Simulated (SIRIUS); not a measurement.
**A series of single points on ZrC**

System: ZrC (2 atoms in the cell).
Method: Kohn-Sham DFT of a periodic cell, PBEsol, dojo-sr-pbesol-0.4.1-standard, no spin polarisation (SIRIUS 7.12.0).

The 7 runs differ only in the geometry, by an even scaling of the cell at fixed fractional positions. The structure derives from an entry of the Crystallography Open Database.

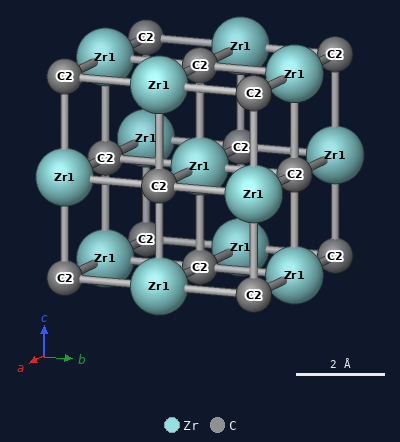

Figure 1. The structure of run 4 (ball-and-stick view of the cell 4 times as large as that of the calculation, set on its symmetry axes, seen slightly off an axis; atoms are numbered from 1 in the order of the input). An atom can appear more than once, as a periodic image.

### Input of run 4
```
{
  "control": {
    "processing_unit": "cpu",
    "verbosity": 2,
    "num_bands_to_print": 15,
    "print_forces": true,
    "print_stress": true
  },
  "parameters": {
    "electronic_structure_method": "pseudopotential",
    "xc_functionals": ["XC_GGA_X_PBE_SOL", "XC_GGA_C_PBE_SOL"],
    "gk_cutoff": 9.1,
    "pw_cutoff": 18.2,
    "ngridk": [10, 10, 10],
    "shiftk": [0, 0, 0],
    "smearing": "fermi_dirac",
    "smearing_width": 0.0018374661,
    "num_bands": 15,
    "num_mag_dims": 0,
    "num_dft_iter": 100,
    "energy_tol": 1e-08,
    "density_tol": 1e-06
  },
  "iterative_solver": {
    "type": "davidson",
    "min_tolerance": 1e-10
  },
  "mixer": {
    "type": "anderson",
    "beta": 0.7,
    "max_history": 8
  },
  "settings": {
    "tol_ne": 1e-10,
    "pseudo_grid_cutoff": 6.5
  },
  "unit_cell": {
    "lattice_vectors": [
      [0.0, 4.46920228474, 4.46920228474],
      [4.46920228474, 0.0, 4.46920228474],
      [4.46920228474, 4.46920228474, 0.0]
    ],
    "atom_coordinate_units": "lattice",
    "atom_types": ["Zr", "C"],
    "atom_files": {
      "Zr": "Zr.json",
      "C": "C.json"
    },
    "atoms": {
      "Zr": [
        [0.5, 0.5, 0.5]
      ],
      "C": [
        [0.0, 0.0, 0.0]
      ]
    }
  }
}
```

Command:
```bash
upf_to_json Zr.upf
upf_to_json C.upf
OMP_NUM_THREADS=1 sirius.scf --input=sirius.json --output=out.json --task=0
```

Run 6 differs from it as follows:
```diff
-      [0.0, 4.46920228474, 4.46920228474],
-      [4.46920228474, 0.0, 4.46920228474],
-      [4.46920228474, 4.46920228474, 0.0]
+      [0.0, 4.528014322293, 4.528014322293],
+      [4.528014322293, 0.0, 4.528014322293],
+      [4.528014322293, 4.528014322293, 0.0]
```

### Results, with one run withheld

```csv
run,volume per atom (Å³),"free energy per atom, from the lowest run given (meV)",pressure (GPa)
1,12.434,5.45,5.91
2,12.699,0.00,0.67
3,12.963,2.76,−4.04
4,13.228,12.91,−8.29
5,13.493,29.73,−12.11
6,13.757,?,?
7,14.022,80.75,−18.65
```

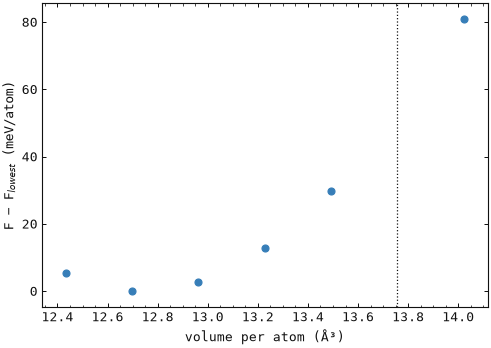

Figure 2. Free energy per atom of the runs given; the dotted line marks run 6.

What should run 6 give?

A cubic polynomial in V^(−2/3) (the Birch–Murnaghan form), fitted to the 6 runs given, misses them by at most 0.01 meV per atom. With x = V^(−2/3) − 0.17974 Å⁻², it reads F = 8.0464 − 4507.2 x + 6.2491e+05 x² + 8975.5 x³ (meV per atom). At run 6 it gives 52.49 meV per atom, and the run itself gives 52.54. The slope of the fit gives a pressure −dF/dV of −15.50 GPa there, and the run prints −15.56 GPa. The two needn't agree exactly: the fit is approximate, and the printed stress is taken on a finite basis. The fit has its minimum at 12.738 Å³ per atom, where V d²F/dV² gives 235 GPa: the bulk modulus at this level, since symmetry fixes the shape and the positions.

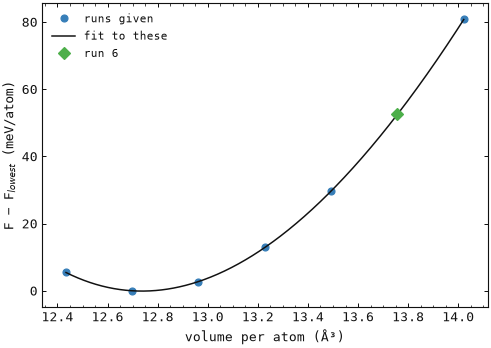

Figure 3. The fit and the withheld run.

### Some lines of the output (run 6)
```
[...]
[find] Free energy (E-TS)             :     -56.66638970 (Ha),    -113.33277940 (Ry)
[find] Efermi                         :       0.51110161
[find] Total energy                   :     -56.66628802 (Ha),    -113.33257605 (Ry)
[find] Free energy (E-TS)             :     -56.66639021 (Ha),    -113.33278043 (Ry)
[find] Efermi                         :       0.51132218
[find] Total energy                   :     -56.66628813 (Ha),    -113.33257625 (Ry)
[find] Free energy (E-TS)             :     -56.66639027 (Ha),    -113.33278053 (Ry)
[find] Efermi                         :       0.51126398
[find] Total energy                   :     -56.66628813 (Ha),    -113.33257626 (Ry)
[find] Free energy (E-TS)             :     -56.66639027 (Ha),    -113.33278054 (Ry)
[find] Efermi                         :       0.51126039
[find] Efermi                         :       0.51126267
[find] Efermi                         :       0.51126072
[find] Efermi                         :       0.51126119
```
